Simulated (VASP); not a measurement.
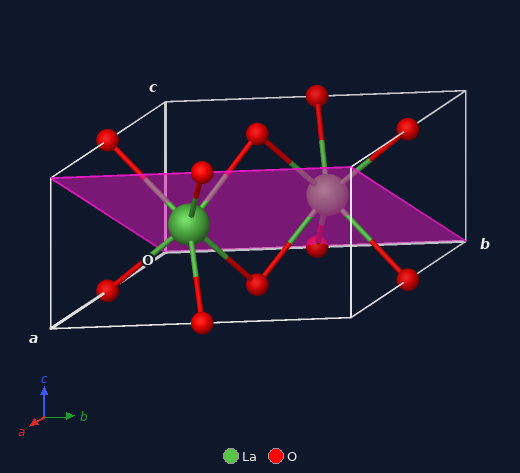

Every member of one family of equally spaced planes, hx + ky + lz = a whole number, that cuts the unit cell is shaded (one member passes through the origin O). Crystal: La₂O₃, a cell listed in the Materials Project, as set up for an electronic-structure calculation. Symmetry computed with spglib at a tolerance of 0.002 Å; standard conventional cell.

a = 6.370 Å, b = 6.370 Å, c = 3.290 Å, α = 90.00°, β = 90.00°, γ = 120.00°.

Which (hkl) family is drawn?

Answer. (1 0 −1), in four indices (1 0 −1 −1); the opposite sign names the same planes. The member next to the origin meets the axes a at 1, b never, c at −1.

What is the spacing?

Answer. d = 2.826 Å.

Which atoms of the cell lie in these planes (within 0.03 Å)?

Answer. 1 of the 3 O.
